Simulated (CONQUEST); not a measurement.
# A series of single points on InP

System: InP (F-43m, 4 atoms in the cell).
Method: Kohn-Sham DFT of a periodic cell, LDA, PseudoDojo NC LDA, no spin polarisation (CONQUEST 1.3).

The 7 runs differ only in the geometry, by an even scaling of the cell at fixed fractional positions. The structure derives from an entry of the Crystallography Open Database.

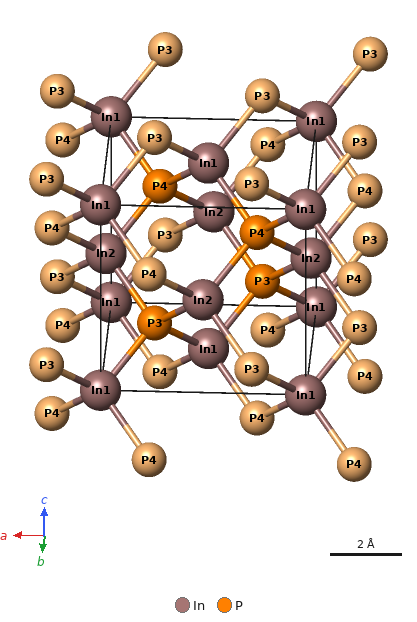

Figure 1. The structure of run 4 (ball-and-stick view of the cell 2 times as large as that of the calculation, set on its symmetry axes, seen at an oblique angle; neighbours outside the cell are drawn fainter; atoms are numbered from 1 in the order of the input).

**Input of run 4**
```
IO.Title InP
IO.Coordinates coords.dat
IO.FractionalAtomicCoords T
IO.Iprint 2
IO.Iprint_init 1
General.NumberOfSpecies 2
General.PseudopotentialType hamann
AtomMove.TypeOfRun static
AtomMove.FullStress T
Grid.PointsAlongX 40
Grid.PointsAlongY 40
Grid.PointsAlongZ 60
DM.SolutionMethod diagon
Diag.MPMesh T
Diag.GammaCentred T
Diag.MPMeshX 7
Diag.MPMeshY 7
Diag.MPMeshZ 5
Diag.kT 0.00183747
minE.SCTolerance 1e-6
SC.MaxIters 100
IO.AtomChargeOutput T
%block ChemicalSpeciesLabel
1 114.820 In
2 30.970 P
%endblock
```

Command:
```bash
Conquest
```

Lattice vectors (Å) and fractional positions of run 4:
```
   4.144353    0.000000    0.000000
   0.000000    4.144353    0.000000
   0.000000    0.000000    5.861000
In  0.000000  0.000000  0.000000
In  0.500000  0.500000  0.500000
P   0.000000  0.500000  0.250000
P   0.500000  0.000000  0.750000
```

Run 5 has the same physical settings and fractional positions; its lattice vectors (Å) are:
```
   4.171800    0.000000    0.000000
   0.000000    4.171800    0.000000
   0.000000    0.000000    5.899816
```

**Results, with one run withheld**

```csv
run,volume per atom (Å³),"free energy per atom, from the lowest run given (meV)",pressure (GPa),gap on the mesh (eV)
1,23.657,14.40,4.08,0.91
2,24.160,4.53,2.25,0.78
3,24.663,0.00,0.64,0.65
4,25.167,0.20,−0.80,0.53
5,25.670,?,?,?
6,26.173,13.18,−3.31,0.30
7,26.677,25.09,−4.26,0.18
```

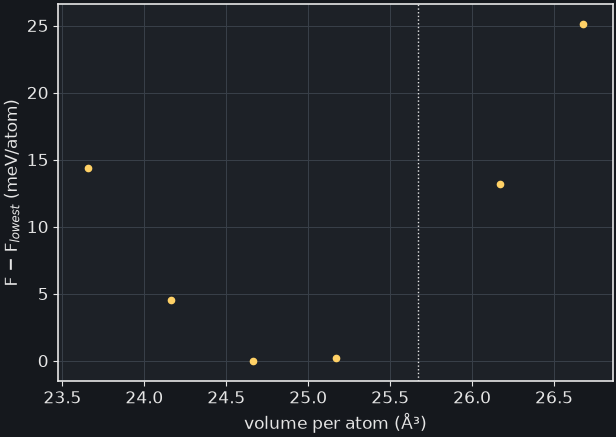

Figure 2. Free energy per atom of the runs given; the dotted line marks run 5.

Estimate the energy of run 5 from the others.

A cubic polynomial in V^(−2/3) (the Birch–Murnaghan form), fitted to the 6 runs given, misses them by at most 0.02 meV per atom. With x = V^(−2/3) − 0.11682 Å⁻², it reads F = −0.25171 − 901.98 x + 9.1053e+05 x² + 8.5646e+05 x³ (meV per atom). At run 5 it gives 4.76 meV per atom, and the run itself gives 4.75. The slope of the fit gives a pressure −dF/dV of −2.08 GPa there, and the run prints −2.07 GPa. The fit has its minimum at 24.887 Å³ per atom, where V d²F/dV² gives 71.8 GPa: the bulk modulus at this level, since symmetry fixes the shape and the positions. The gap on the mesh goes, without turning, from 0.91 eV in run 1 to 0.18 eV in run 7; run 5 has 0.41 eV. These are gaps of this functional on this mesh, which can miss the band edges; they aren't the measured gap.

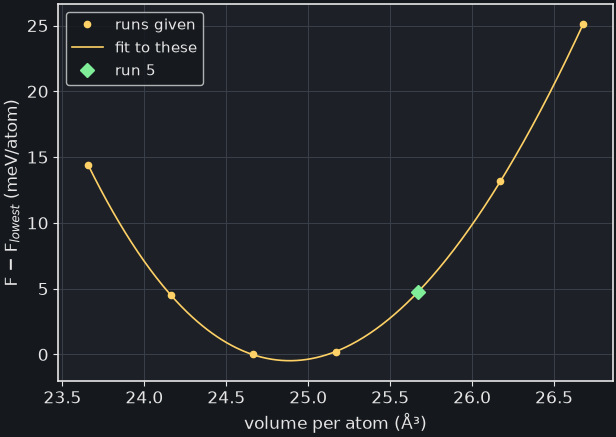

Figure 3. The fit and the withheld run.

**Some lines of the output (run 5)**
```
[...]
          DFT Total Energy                 :      -146.404535375523011 Ha
          Free Energy (E-TS)               :      -146.405838974199810 Ha
          DFT Total Energy                 :      -146.405638353273901 Ha
          Free Energy (E-TS)               :      -146.405665877174471 Ha
          DFT Total Energy                 :      -146.405657095594904 Ha
          Free Energy (E-TS)               :      -146.405663180873006 Ha
          DFT Total Energy                 :      -146.405658136861206 Ha
          Free Energy (E-TS)               :      -146.405662776247027 Ha
          DFT Total Energy                 :      -146.405657780068765 Ha
          Free Energy (E-TS)               :      -146.405662768096022 Ha
          DFT Total Energy                 :      -146.405657775654163 Ha
      | Free Energy as E-TS      =      -146.405662768096022 Ha
      |* DFT total energy        =      -146.405657775654163 Ha
    force: Average pressure:     -2.06922397 GPa
```

Notes: With a small basis of atomic orbitals these values can differ much from converged plane-wave results.
